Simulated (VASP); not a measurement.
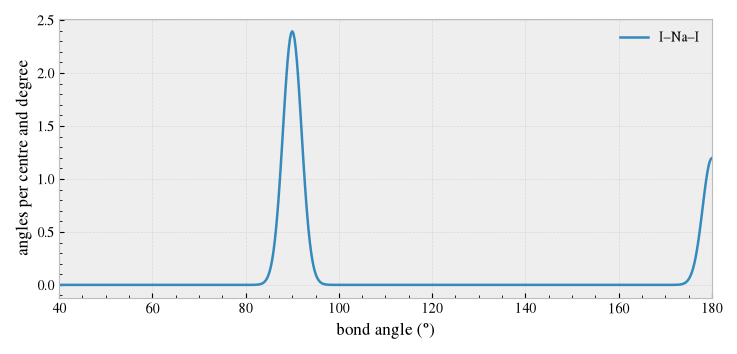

Bond-angle distributions computed from the structure of NaI; each angle is a Gaussian of σ = 2.0°. Bonds counted: I–Na up to 3.72 Å. Basis of the simulation: the geometry relaxed with VASP Kohn-Sham DFT of a periodic cell, PBE, VASP PAW PBE potentials, materialsproject in VASP 6.6.1.

**Give the groups of angles for each curve.**

I–Na–I: 90° (12 per centre); 180° (3 per centre)

**What coordination geometry do the angles point to, counting the bonds named above alone?**

Na has 6 I neighbours in an octahedral arrangement.

The structure has space group Fm-3m (No. 225); other forms of this composition would give other results.
